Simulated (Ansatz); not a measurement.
Run report: Al$_{3}$Ni$_{5}$, geometry relaxation (part 1 of 2)

System: Al$_{3}$Ni$_{5}$ (8 atoms in the cell).
Method: DFT r2SCAN, scalar-relativistic, plane waves, PAW, no spin polarisation (Ansatz 0.2.0).

The structure derives from a Materials Project entry. Figures and captions count atoms from 1; the log counts them from 0 in places.

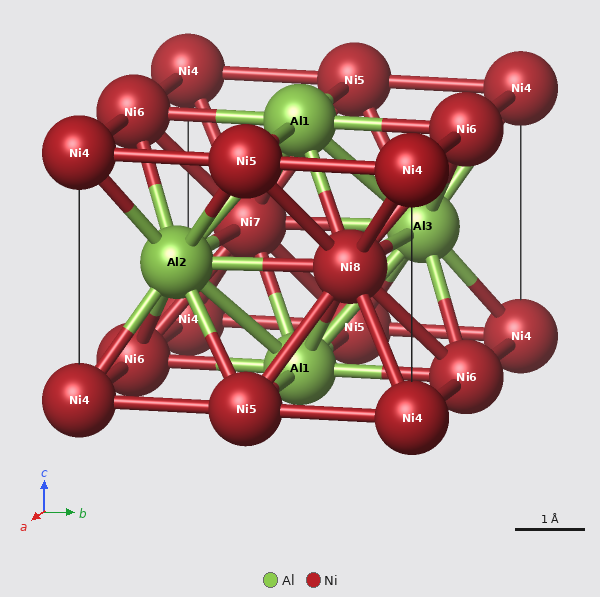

Fig. 1: The input geometry (ball-and-stick view of the cell of the calculation, seen slightly off an axis; atoms are numbered from 1 in the order of the input). An atom can appear more than once, as a periodic image. Near neighbours in the periodic cell (some may lie outside the picture): Al has 4 Al at 2.78 Å and 8 Ni at 2.37 to 2.47 Å; Al has 2 Al at 2.78 Å and 10 Ni at 2.44 to 2.53 Å; Ni has 4 Al at 2.48 Å and 8 Ni at 2.47 to 2.60 Å; Ni has 6 Al at 2.37 to 2.53 Å and 6 Ni at 2.47 to 2.63 Å.

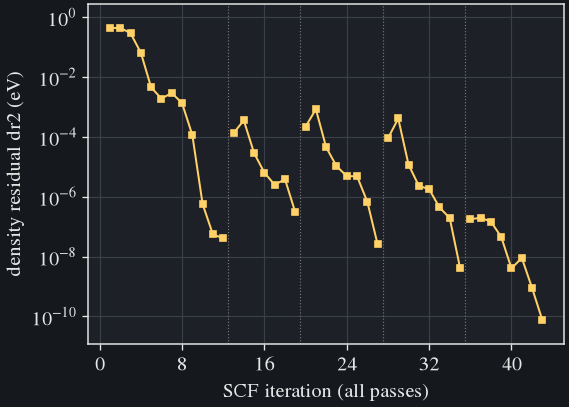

Fig. 2: Convergence of the self-consistent field: density residual dr2 against the SCF iteration. The dotted lines part the SCF passes of the relaxation: geometry steps, rejected trials and re-solves on a re-selected basis. The 5 passes take 7 to 12 iterations each, 43 in all.

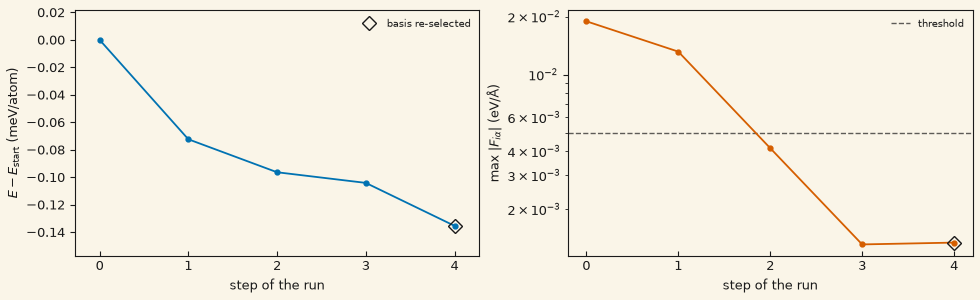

Fig. 3: Progress of the relaxation, step by step (the first geometry is step 0 here and step 1 in the log). Over 3 geometry steps the energy falls by 0.1 meV per atom. Largest force component: 0.019 eV/Å at the start, 0.0013 eV/Å at the end. Pressure: 0.69 GPa at the start and 0.00 GPa at the end. The atoms keep their places relative to the cell (all moves are under 0.005 Å). A last SCF at the same geometry on a re-selected plane-wave basis shifts the energy by next to nothing (0.0 meV per atom).

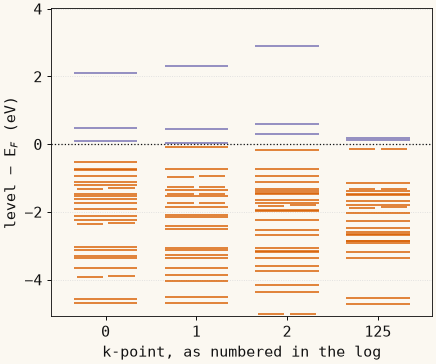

Fig. 4: Kohn–Sham levels near the Fermi level (dotted) at the few k-points that the log prints; levels within 0.02 eV of each other stand side by side. The system is metallic on the full mesh.

The input and output of the run follow.

## Input file
```yaml
crystal:
  lattice:
    - [3.2778494058, -3.7004715487, 0.0]
    - [3.2778494058, 3.7004715487, 0.0]
    - [0.0, 0.0, 3.72527337]
  atoms:
    - { symbol: Al, position: [0.5, 0.5, 0.0] }
    - { symbol: Al, position: [0.77873701, 0.22126299, 0.5] }
    - { symbol: Al, position: [0.22126299, 0.77873701, 0.5] }
    - { symbol: Ni, position: [0.0, 0.0, 0.0] }
    - { symbol: Ni, position: [0.0, 0.5, 0.0] }
    - { symbol: Ni, position: [0.5, 0.0, 0.0] }
    - { symbol: Ni, position: [0.27589205, 0.27589205, 0.5] }
    - { symbol: Ni, position: [0.72410795, 0.72410795, 0.5] }
basis:
  ecutwfc: 500
kpoints:
  mp_grid: { grid: [8, 8, 10] }
hamiltonian:
  xc: r2scan
scf:
  occupations: { method: gaussian, width: 0.1 }
output:
  forces: true
  stress: true
  eigenvalues: true
relax:
  adjacent_minimum: "off"
  f_tol: 0.005
  max_steps: 80
  cell: { stress_tol: 0.05 }
```

Launched with:
```bash
ansatz run input.yaml --threads 2 --pin off --max-ram 5120MiB --backend cpu --events-out ev --progress --plain --runs-dir out
```

## What the program printed
```
Engine: ansatz 0.2.0, x86_64-unknown-linux-gnu
Pseudopotentials: kind: paw
Pseudopotential: Al, paw, valence charge 3, recommended cutoff 500 eV (meta_gga), Al.paw.azcp
Pseudopotential: Ni, paw, valence charge 18, recommended cutoff 500 eV (meta_gga), Ni.paw.azcp
Functional definition: r2SCAN
  parameter k0 = 0.174
  parameter k1 = 0.065
  parameter a1 = 4.9479
  exchange = r2scan_x(k0 = k0, k1 = k1, a1 = a1)
  correlation = r2scan_c
Crystal: 8 atoms, lattice volume = 90.372 Å³
Basis set: ecut = 500 eV, 2291 PW (Γ), exchange–correlation on 160×160×120 points (64 copies of the dense FFT grid, shifted against one another)
Bands: 60, of which v1, the nominal top of the filled ones, is band 50 counted from 1 (49 counted from 0)
Symmetry: 8 space group operations
Space group: Cmmm (ITA 65), of the structure as read, at distance tolerance 4.5e-5 Å
k-points: 126 of 640
Non-local potential: Al, projectors of the file, l = 0: 2, l = 1: 2, l = 2: 1
Non-local potential: Ni, projectors of the file, l = 0: 3, l = 1: 2, l = 2: 3, l = 3: 1
PAW form: soft (Blöchl's): semilocal exchange-correlation on the pseudo side does not see the compensation charge
PAW frozen core: Al, regenerated for the run's functional (the file was generated under x = pbe(κ = 0.804, μ = 0.2195149727645171), c = pbe(β = 0.06672455060314922))
PAW frozen core: Ni, regenerated for the run's functional (the file was generated under x = pbe(κ = 0.804, μ = 0.2195149727645171), c = pbe(β = 0.06672455060314922))
PAW one-centre angular grid: Al, 302 points (default); XC on 160 Gauss nodes
PAW one-centre angular grid: Ni, 590 points (default); XC on 160 Gauss nodes
Initial density: superposition of atomic densities (neutral atoms: chi_scale 0, normalization atom), corrected by the library's trained network
Initial wavefunctions: pseudopotential atomic-orbital guess
Functional: x = r2scan, c = r2scan; τ floored in thin density (d = 2e-4 eV/Å³)
SCF iter   1: F=—  HF=-30851.895228 eV  |F-HF|=—  |Δ(HF+E_count)|=         —  Δρ=2.42e-2  dr2=4.28e-1  dr2_τ=2.49e-1  ethr=1.77e-3  ⟨swp⟩=5.8  Hψ=29128  notcnv=0  defer=97
preconditioner: auto → Kerker (q_TF=auto, 2.770 Å⁻¹)  [metal: Δε(μ)=0.007 eV  Ē_g=7.410 eV  σ=0.100 eV  W_gap=0.04  n_scr=34 (ndim 8)  ℏωp=30.0 eV  f_vac=0.000  D(μ)=3.96/eV (n_scr^D=34)]
SCF iter   2: F=—  HF=-30852.206688 eV  |F-HF|=—  |Δ(HF+E_count)|=   3.11e-1  Δρ=2.65e-2  dr2=4.46e-1  dr2_τ=3.92e-3  ethr=4.32e-4  ⟨swp⟩=3.0  Hψ=15525  notcnv=0  defer=441
SCF iter   3: F=—  HF=-30852.185652 eV  |F-HF|=—  |Δ(HF+E_count)|=   2.10e-2  Δρ=1.97e-2  dr2=2.92e-1  dr2_τ=1.13e-3  ethr=4.32e-4  ⟨swp⟩=2.7  Hψ=10983  notcnv=0  defer=441
SCF iter   4: F=—  HF=-30852.169475 eV  |F-HF|=—  |Δ(HF+E_count)|=   1.62e-2  Δρ=9.02e-3  dr2=6.54e-2  dr2_τ=3.21e-4  ethr=2.95e-4  ⟨swp⟩=2.0  Hψ=9407  notcnv=0  defer=441
SCF iter   5: F=—  HF=-30852.162680 eV  |F-HF|=—  |Δ(HF+E_count)|=   6.80e-3  Δρ=2.44e-3  dr2=4.53e-3  dr2_τ=4.47e-5  ethr=6.61e-5  ⟨swp⟩=1.7  Hψ=8103  notcnv=0  defer=441
SCF iter   6: F=—  HF=-30852.162527 eV  |F-HF|=—  |Δ(HF+E_count)|=   1.53e-4  Δρ=1.91e-3  dr2=1.91e-3  dr2_τ=1.72e-5  ethr=4.57e-6  ⟨swp⟩=2.2  Hψ=11707  notcnv=0  defer=441
SCF iter   7: F=—  HF=-30852.162952 eV  |F-HF|=—  |Δ(HF+E_count)|=   4.25e-4  Δρ=2.04e-3  dr2=2.94e-3  dr2_τ=8.85e-6  ethr=1.93e-6  ⟨swp⟩=2.0  Hψ=11671  notcnv=0  defer=441
SCF iter   8: F=—  HF=-30852.162813 eV  |F-HF|=—  |Δ(HF+E_count)|=   1.39e-4  Δρ=1.40e-3  dr2=1.36e-3  dr2_τ=1.03e-5  ethr=1.93e-6  ⟨swp⟩=1.0  Hψ=7118  notcnv=0  defer=441
SCF iter   9: F=—  HF=-30852.162701 eV  |F-HF|=—  |Δ(HF+E_count)|=   1.12e-4  Δρ=4.22e-4  dr2=1.16e-4  dr2_τ=1.09e-6  ethr=1.37e-6  ⟨swp⟩=1.0  Hψ=7128  notcnv=0  defer=441
SCF iter  10: F=—  HF=-30852.162693 eV  |F-HF|=—  |Δ(HF+E_count)|=   8.17e-6  Δρ=3.18e-5  dr2=5.70e-7  dr2_τ=2.85e-8  ethr=1.17e-7  ⟨swp⟩=2.2  Hψ=9958  notcnv=0  defer=441
SCF iter  11: F=—  HF=-30852.162692 eV  |F-HF|=—  |Δ(HF+E_count)|=   7.28e-7  Δρ=9.18e-6  dr2=5.54e-8  dr2_τ=7.66e-10  ethr=1.01e-10  ⟨swp⟩=9.8  Hψ=43545  notcnv=0
SCF iter  12: F=-30852.162692 eV  HF=-30852.162692 eV  |F-HF|=3.78e-8  |Δ(HF+E_count)|=  4.73e-10  Δρ=7.46e-6  dr2=4.07e-8  dr2_τ=1.69e-10  ethr=5.59e-11  ⟨swp⟩=3.0  Hψ=28522  notcnv=0
SCF 1 converged in 12 iterations: F = -30852.162692 eV  dr2 = 4.07e-8
  greatest PAW one-centre occupation: 1.001 electrons in one spin orbital (limit 2), on the Ni atom at site 5 (counted from 0), in its partial waves of l = 1
relax step   1: F+E_penalty+E_count = -30852.16269186 eV  Δ(F+E_penalty+E_count) = +0.000e0 eV  max|allowed force component| = 1.892e-2 eV/Å  Δτ_max = 0.0000 Å  P = +0.685 GPa  Ω = 90.372 Å³  (12 SCF iters, dr2 threshold 1.00e-7 eV, accepted)
Crystal: 8 atoms, lattice volume = 90.558 Å³
Initial density: handed on by an earlier stage of this run
Initial wavefunctions: those handed on with the density
iter 1 solved again at ethr=1.63e-7 eV; its pass at ethr=3.10e-3 eV (dr2=1.61e-4 eV) is discarded
SCF iter   1: F=—  HF=-30852.162834 eV  |F-HF|=—  |Δ(HF+E_count)|=         —  Δρ=4.83e-4  dr2=1.34e-4  dr2_τ=3.59e-4  ethr=1.63e-7  ⟨swp⟩=2.0  Hψ=30560  notcnv=0
preconditioner: auto → Kerker (q_TF=auto, 2.769 Å⁻¹)  [metal: Δε(μ)=0.002 eV  Ē_g=7.312 eV  σ=0.100 eV  W_gap=0.01  n_scr=34 (ndim 8)  ℏωp=30.0 eV  f_vac=0.000  D(μ)=4.03/eV (n_scr^D=34)]
SCF iter   2: F=—  HF=-30852.163305 eV  |F-HF|=—  |Δ(HF+E_count)|=   4.71e-4  Δρ=7.53e-4  dr2=3.58e-4  dr2_τ=1.86e-6  ethr=1.35e-7  ⟨swp⟩=2.0  Hψ=13822  notcnv=0  recentre
SCF iter   3: F=—  HF=-30852.163274 eV  |F-HF|=—  |Δ(HF+E_count)|=   3.11e-5  Δρ=2.04e-4  dr2=2.88e-5  dr2_τ=1.79e-7  ethr=1.35e-7  ⟨swp⟩=2.0  Hψ=11599  notcnv=0
SCF iter   4: F=—  HF=-30852.163272 eV  |F-HF|=—  |Δ(HF+E_count)|=   1.92e-6  Δρ=1.03e-4  dr2=6.40e-6  dr2_τ=9.25e-8  ethr=2.90e-8  ⟨swp⟩=1.1  Hψ=7574  notcnv=0
SCF iter   5: F=—  HF=-30852.163272 eV  |F-HF|=—  |Δ(HF+E_count)|=   2.73e-7  Δρ=5.54e-5  dr2=2.51e-6  dr2_τ=4.49e-8  ethr=6.46e-9  ⟨swp⟩=2.6  Hψ=11897  notcnv=0
SCF iter   6: F=—  HF=-30852.163272 eV  |F-HF|=—  |Δ(HF+E_count)|=   7.55e-8  Δρ=7.52e-5  dr2=3.86e-6  dr2_τ=2.11e-8  ethr=2.54e-9  ⟨swp⟩=2.2  Hψ=10756  notcnv=0
SCF iter   7: F=-30852.163271 eV  HF=-30852.163272 eV  |F-HF|=2.01e-7  |Δ(HF+E_count)|=   3.14e-7  Δρ=2.01e-5  dr2=3.04e-7  dr2_τ=2.95e-9  ethr=8.08e-10  ⟨swp⟩=3.6  Hψ=30200  notcnv=0
SCF 2 converged in 7 iterations: F = -30852.163271 eV  dr2 = 3.04e-7
relax step   2: F+E_penalty+E_count = -30852.16327131 eV  Δ(F+E_penalty+E_count) = -5.794e-4 eV  max|allowed force component| = 1.317e-2 eV/Å  Δτ_max = 0.0012 Å  P = +0.295 GPa  Ω = 90.558 Å³  energy of the carried Pulay correction = -1.333e-4 eV  (7 SCF iters, dr2 threshold 8.00e-7 eV, accepted)
Crystal: 8 atoms, lattice volume = 90.723 Å³
iter 1 solved again at ethr=2.53e-7 eV; its pass at ethr=3.10e-3 eV (dr2=2.50e-4 eV) is discarded
SCF iter   1: F=—  HF=-30852.162812 eV  |F-HF|=—  |Δ(HF+E_count)|=         —  Δρ=5.66e-4  dr2=2.20e-4  dr2_τ=6.22e-4  ethr=2.53e-7  ⟨swp⟩=2.0  Hψ=30967  notcnv=0
preconditioner: auto → Kerker (q_TF=auto, 2.768 Å⁻¹)  [metal: Δε(μ)=0.004 eV  Ē_g=7.301 eV  σ=0.100 eV  W_gap=0.02  n_scr=34 (ndim 8)  ℏωp=29.9 eV  f_vac=0.000  D(μ)=3.99/eV (n_scr^D=34)]
SCF iter   2: F=—  HF=-30852.163524 eV  |F-HF|=—  |Δ(HF+E_count)|=   7.12e-4  Δρ=1.12e-3  dr2=8.47e-4  dr2_τ=4.04e-6  ethr=2.22e-7  ⟨swp⟩=2.0  Hψ=13824  notcnv=0  recentre
SCF iter   3: F=—  HF=-30852.163467 eV  |F-HF|=—  |Δ(HF+E_count)|=   5.71e-5  Δρ=2.50e-4  dr2=4.48e-5  dr2_τ=3.63e-7  ethr=2.22e-7  ⟨swp⟩=2.0  Hψ=11644  notcnv=0
SCF iter   4: F=—  HF=-30852.163464 eV  |F-HF|=—  |Δ(HF+E_count)|=   2.46e-6  Δρ=1.36e-4  dr2=1.07e-5  dr2_τ=2.11e-7  ethr=4.52e-8  ⟨swp⟩=2.0  Hψ=10450  notcnv=0
SCF iter   5: F=—  HF=-30852.163464 eV  |F-HF|=—  |Δ(HF+E_count)|=   5.28e-7  Δρ=7.51e-5  dr2=4.87e-6  dr2_τ=9.98e-8  ethr=1.08e-8  ⟨swp⟩=1.8  Hψ=12776  notcnv=0
SCF iter   6: F=—  HF=-30852.163464 eV  |F-HF|=—  |Δ(HF+E_count)|=   5.52e-8  Δρ=8.41e-5  dr2=4.86e-6  dr2_τ=3.20e-8  ethr=4.92e-9  ⟨swp⟩=2.3  Hψ=10738  notcnv=0
SCF iter   7: F=—  HF=-30852.163463 eV  |F-HF|=—  |Δ(HF+E_count)|=   3.79e-7  Δρ=3.31e-5  dr2=6.77e-7  dr2_τ=7.45e-9  ethr=4.91e-9  ⟨swp⟩=1.0  Hψ=7561  notcnv=0
SCF iter   8: F=-30852.163463 eV  HF=-30852.163463 eV  |F-HF|=8.38e-9  |Δ(HF+E_count)|=   1.34e-7  Δρ=7.11e-6  dr2=2.55e-8  dr2_τ=4.84e-10  ethr=4.92e-10  ⟨swp⟩=4.7  Hψ=29447  notcnv=0
SCF 3 converged in 8 iterations: F = -30852.163463 eV  dr2 = 2.55e-8
  greatest PAW one-centre occupation: 1.001 electrons in one spin orbital (limit 2), on the Ni atom at site 4 (counted from 0), in its partial waves of l = 1
relax step   3: F+E_penalty+E_count = -30852.16346303 eV  Δ(F+E_penalty+E_count) = -1.917e-4 eV  max|allowed force component| = 4.154e-3 eV/Å  Δτ_max = 0.0019 Å  P = -0.042 GPa  Ω = 90.723 Å³  energy of the carried Pulay correction = -2.509e-4 eV  (8 SCF iters, dr2 threshold 4.88e-7 eV, accepted)
Crystal: 8 atoms, lattice volume = 90.705 Å³
Basis set: ecut = 500 eV, 2301 PW (Γ), exchange–correlation on 160×160×120 points (64 copies of the dense FFT grid, shifted against one another)
iter 1 solved again at ethr=9.38e-8 eV; its pass at ethr=3.10e-3 eV (dr2=9.28e-5 eV) is discarded
```
